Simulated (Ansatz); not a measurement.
# Al: one change and its effect

System: Al (P6₃/mmc, 2 atoms in the cell).
Method of run 1: DFT PBEsol, scalar-relativistic, plane waves, PAW, no spin polarisation (Ansatz 0.2.0).

The structure derives from a Materials Project entry. Text and figures count atoms from 1; the logs count them from 0 in places.

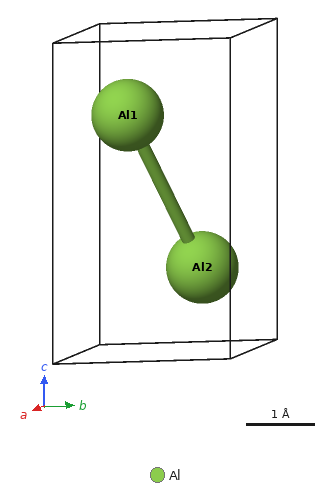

The input geometry (ball-and-stick view of the cell of the calculation, seen slightly off an axis; atoms are numbered from 1 in the order of the input). An atom can appear more than once, as a periodic image. Near neighbours in the periodic cell (some may lie outside the picture): Al has 12 Al at 2.71 to 2.84 Å.

## Input, run 1
```yaml
crystal:
  lattice:
    - [2.7075666717, 0.0, 0.0]
    - [-1.3537833358, 2.3448215201, 0.0]
    - [0.0, 0.0, 4.7532491867]
  atoms:
    - { symbol: Al, position: [0.6666666667, 0.3333333333, 0.75] }
    - { symbol: Al, position: [0.3333333333, 0.6666666667, 0.25] }
basis:
  ecutwfc: 420
kpoints:
  mp_grid: { grid: [24, 24, 14] }
hamiltonian:
  xc: pbesol
scf:
  occupations: { method: gaussian, width: 0.15 }
output:
  forces: true
  stress: true
  eigenvalues: true
```

Launched with:
```bash
ansatz run input.yaml --threads 2 --pin off --max-ram 5120MiB --backend cpu --events-out ev --progress --plain --runs-dir out
```

Hardware: 2 threads of AMD EPYC (Zen 3), 189 GiB of memory available, shared host.

## Output, shortened to warnings, some set-up lines, iterations and results (run 1)
```
Basis set: ecut = 420 eV, 597 PW (Γ), exchange–correlation on 40×40×64 points (8 copies of the dense FFT grid, shifted against one another)
Symmetry: 24 space group operations
k-points: 488 of 8064
Initial density: superposition of atomic densities (neutral atoms: chi_scale 0, normalization atom), corrected by the library's trained network
[...]
SCF iter   1: F=—  HF=-1048.957469 eV  |F-HF|=—  |Δ(HF+E_count)|=         —  Δρ=2.28e-3  dr2=1.67e-3  ethr=1.77e-3  ⟨swp⟩=5.2  Hψ=27408  notcnv=0
SCF iter   2: F=—  HF=-1048.957209 eV  |F-HF|=—  |Δ(HF+E_count)|=   2.61e-4  Δρ=1.39e-3  dr2=6.40e-4  ethr=2.78e-5  ⟨swp⟩=1.0  Hψ=7349  notcnv=0
SCF iter   3: F=—  HF=-1048.956994 eV  |F-HF|=—  |Δ(HF+E_count)|=   2.15e-4  Δρ=5.85e-5  dr2=7.00e-7  ethr=1.07e-5  ⟨swp⟩=1.7  Hψ=4098  notcnv=0
SCF iter   4: F=—  HF=-1048.956948 eV  |F-HF|=—  |Δ(HF+E_count)|=   4.60e-5  Δρ=1.49e-5  dr2=2.39e-8  ethr=1.17e-8  ⟨swp⟩=2.2  Hψ=4818  notcnv=0
SCF iter   5: F=-1048.956948 eV  HF=-1048.956948 eV  |F-HF|=3.87e-11  |Δ(HF+E_count)|=   1.56e-8  Δρ=1.22e-6  dr2=2.12e-10  ethr=3.99e-10  ⟨swp⟩=2.0  Hψ=4736  notcnv=0
SCF iter   6: F=-1048.956948 eV  HF=-1048.956948 eV  |F-HF|=4.55e-13  |Δ(HF+E_count)|=  5.21e-11  Δρ=1.59e-7  dr2=4.71e-12  ethr=3.53e-12  ⟨swp⟩=1.6  Hψ=10657  notcnv=0
SCF 1 converged in 6 iterations: F = -1048.956948 eV  dr2 = 4.71e-12
SCF converged after 6 iterations
Free energy (F): -1048.956948 eV
Harris-Foulkes:  -1048.956948 eV  (|F-HF|=4.55e-13)
Internal energy: -1048.948185 eV  (E = F + TS)
E sigma→0 (E₀):  -1048.952567 eV
Entropy (-TS):   -0.008763 eV (-4.381 meV/atom)
Fermi energy:    8.823333 eV
--- Per-component energies (eV) ---
  E_band       = 25.025284
  E_kinetic    = 48.535057
  E_local      = 22.055274  (includes V_loc(G=0)·N_el)
  E_nonlocal   = 21.334162
  E_hartree    = 0.268680
  E_xc         = -80.050148
  E_vxc        = -59.889384  (∫ρ·V_xc dr)
  E_paw        = -909.773103  (= ΣΔE_a)
  E_vpaw       = -7.547180  (= ΣTr[D̂ρ^β])
  E_aug_tail   = -0.000005  (compensation charges beyond the density's cutoff)
  E_ewald      = -151.356381
  E_core_change = 0.038278  (= ΣΔE_core)
  E_smearing   = -0.008763  (= −TS)
  E_closure    = 0.000000  (closes the sum)
  Σ components = -1048.956948   (vs F -1048.956948, Δ=0.00e0)
--- Forces (eV/Å), atoms counted from 1 ---
  atom   1  Al    -0.00000000     0.00000000     0.00000000
  atom   2  Al     0.00000000    -0.00000000     0.00000000
  max |Σ_I F_I| component: 1.16e-18 eV/Å
--- Stress (GPa, compression-positive) ---
       10.280534      -0.000000       0.000000
       -0.000000      10.280534       0.000000
        0.000000       0.000000       3.342475
  P = ⅓ Tr σ = 7.9678 GPa (79.678 kbar)
```

For run 2 the input was changed thus:
```diff
+  mixing: { algorithm: anderson, beta: 1.0, ndim: 1, preconditioner: none }
+  max_iter: 80
```

How does run 2 compare with run 1?

Both reach the same energy, so the change doesn't alter the result. The SCF takes 5 iterations against 6. On the same kind of shared host run 2 took about 0.68 times as long.

## Output, shortened to warnings, some set-up lines, iterations and results (run 2)
```
Basis set: ecut = 420 eV, 597 PW (Γ), exchange–correlation on 40×40×64 points (8 copies of the dense FFT grid, shifted against one another)
Symmetry: 24 space group operations
k-points: 488 of 8064
Initial density: superposition of atomic densities (neutral atoms: chi_scale 0, normalization atom), corrected by the library's trained network
[...]
SCF iter   1: F=—  HF=-1048.957469 eV  |F-HF|=—  |Δ(HF+E_count)|=         —  Δρ=2.28e-3  dr2=1.67e-3  ethr=1.77e-3  ⟨swp⟩=5.2  Hψ=27408  notcnv=0
SCF iter   2: F=—  HF=-1048.957020 eV  |F-HF|=—  |Δ(HF+E_count)|=   4.49e-4  Δρ=4.32e-4  dr2=6.97e-5  ethr=2.78e-5  ⟨swp⟩=1.7  Hψ=8026  notcnv=0
SCF iter   3: F=—  HF=-1048.956949 eV  |F-HF|=—  |Δ(HF+E_count)|=   7.04e-5  Δρ=1.00e-4  dr2=3.78e-6  ethr=1.16e-6  ⟨swp⟩=2.0  Hψ=4793  notcnv=0
SCF iter   4: F=—  HF=-1048.956948 eV  |F-HF|=—  |Δ(HF+E_count)|=   1.29e-6  Δρ=2.48e-5  dr2=2.34e-7  ethr=6.30e-8  ⟨swp⟩=2.0  Hψ=4785  notcnv=0
SCF iter   5: F=-1048.956948 eV  HF=-1048.956948 eV  |F-HF|=7.59e-9  |Δ(HF+E_count)|=   7.91e-8  Δρ=6.54e-6  dr2=1.64e-8  ethr=1.67e-9  ⟨swp⟩=4.9  Hψ=13068  notcnv=0
SCF 1 converged in 5 iterations: F = -1048.956948 eV  dr2 = 1.64e-8
SCF converged after 5 iterations
Stability not checked: this state was not tested for a lower state beside it, because the mixer in use, unlike msr1, does not test its closes by its own steps (another_mixer; see scf.mixing.algorithm and scf.lower_state_search)
Free energy (F): -1048.956948 eV
Harris-Foulkes:  -1048.956948 eV  (|F-HF|=7.59e-9)
Internal energy: -1048.948185 eV  (E = F + TS)
E sigma→0 (E₀):  -1048.952567 eV
Entropy (-TS):   -0.008763 eV (-4.381 meV/atom)
Fermi energy:    8.823335 eV
--- Per-component energies (eV) ---
  E_band       = 25.025294
  E_kinetic    = 48.535046
  E_local      = 22.055291  (includes V_loc(G=0)·N_el)
  E_nonlocal   = 21.334156
  E_hartree    = 0.268675
  E_xc         = -80.050146
  E_vxc        = -59.889380  (∫ρ·V_xc dr)
  E_paw        = -909.773100  (= ΣΔE_a)
  E_vpaw       = -7.547177  (= ΣTr[D̂ρ^β])
  E_aug_tail   = -0.000005  (compensation charges beyond the density's cutoff)
  E_ewald      = -151.356381
  E_core_change = 0.038278  (= ΣΔE_core)
  E_smearing   = -0.008763  (= −TS)
  E_closure    = -0.000000  (closes the sum)
  Σ components = -1048.956948   (vs F -1048.956948, Δ=0.00e0)
--- Forces (eV/Å), atoms counted from 1 ---
  atom   1  Al    -0.00000000     0.00000000     0.00000000
  atom   2  Al     0.00000000    -0.00000000     0.00000000
  max |Σ_I F_I| component: 2.31e-18 eV/Å
--- Stress (GPa, compression-positive) ---
       10.280870      -0.000000       0.000000
       -0.000000      10.280870       0.000000
        0.000000       0.000000       3.341775
  P = ⅓ Tr σ = 7.9678 GPa (79.678 kbar)
```

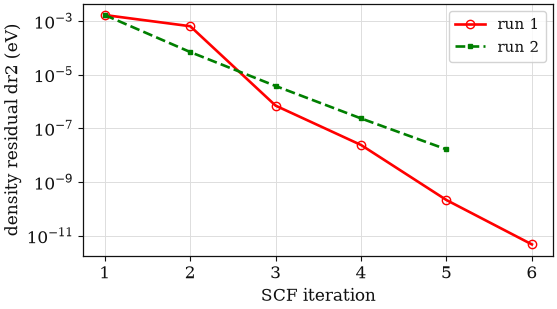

Convergence of the two runs: density residual dr2 against the SCF iteration. Run 1 takes 6 iterations in all, and run 2 takes 5.

## The two runs side by side

| quantity | run 1 | run 2 |
| --- | --- | --- |
| outcome | converged | converged |
| free energy per atom (eV) | −524.4785 | −524.4785 |
| energy per atom, smearing taken to zero (eV) | −524.4763 | −524.4763 |
| gap on the mesh (eV) | 0.00 | 0.00 |
| pressure (GPa) | 7.97 | 7.97 |
| largest force (eV/Å) | 0.000 | 0.000 |
| SCF iterations | 6 | 5 |
| irreducible k-points | 488 | 488 |
| plane waves at Γ | 597 | 597 |
| wall time (shared host) | 8 s | 5.4 s |

For run 2: A setting was made wrong on purpose: mixing far too strong (`scf.mixing`). It did no harm here: the run converged to the energy of the sound run within 1 meV per atom.
